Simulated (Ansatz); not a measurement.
System: AlN.

Input

```
crystal:
  lattice:
    - [-3.1066653375, 0.0, 0.0]
    - [-1.5533326688, -2.6904511034, 0.0]
    - [0.0, 0.0, 10.706809677]
  atoms:
    - { symbol: Al, position: [0.3333333333, 0.3333333333, 0.6087427045] }
    - { symbol: Al, position: [0.3333333333, 0.3333333333, 0.1437671432] }
    - { symbol: Al, position: [0.6666666667, 0.6666666667, 0.8412304851] }
    - { symbol: Al, position: [0.6666666667, 0.6666666667, 0.3762549238] }
    - { symbol: "N", position: [0.3333333333, 0.3333333333, 0.7861839792] }
    - { symbol: "N", position: [0.3333333333, 0.3333333333, 0.321208418] }
    - { symbol: "N", position: [0.6666666667, 0.6666666667, 0.0887206374] }
    - { symbol: "N", position: [0.6666666667, 0.6666666667, 0.5536961986] }
basis:
  ecutwfc: 500
kpoints:
  mp_grid: { grid: [8, 8, 3] }
hamiltonian:
  xc: r2scan
scf:
  occupations: { method: gaussian, width: 0.05 }
output:
  forces: true
  stress: true
  eigenvalues: true
  write_density: true
  write_potential: true
  elf: true
  volumetric_format: npy
```

Run with:

```sh
ansatz run input.yaml --threads 2 --pin off --max-ram 5120MiB --backend cpu --events-out ev --progress --plain --runs-dir out
```

Below, planes, directions and counts refer to the conventional cell (a = 3.11 Å, b = 3.11 Å, c = 10.71 Å, α = 90.00°, β = 90.00°, γ = 120.00°).

Space group P3m1; not relaxed (largest force 1.8 eV/Å); computed pressure about −5 GPa in this cell.

Theory: DFT r2SCAN, scalar-relativistic, plane waves, PAW (Ansatz).

> What can the converged valence pseudo-density and electron localisation function tell about the bonding?

Al–N (1.90 Å): ρ is about 0.67 e/Å³ halfway; the ELF peaks at about 0.90 in the valence shell of N, 0.8 Å from its nucleus, and is about 0.90 at the midpoint.

> Metal or insulator at this level of theory?

It is gapped, with a Kohn–Sham gap of 2.4 eV on the k-point mesh (the band edges may lie off the mesh, which would make the gap smaller).

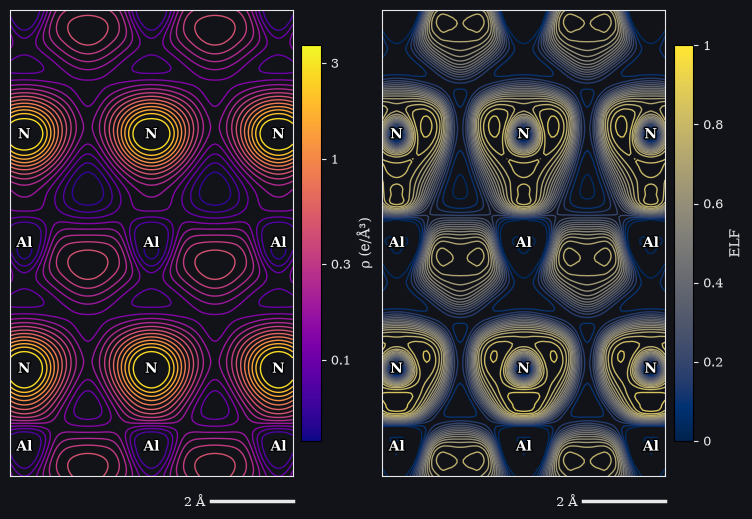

Computed valence pseudo-density and electron localisation function on the (010) plane of the conventional cell, in this order. Atoms just off the plane (Al, 0.9 Å away and N, 0.9 Å away) can leave unmarked features too.
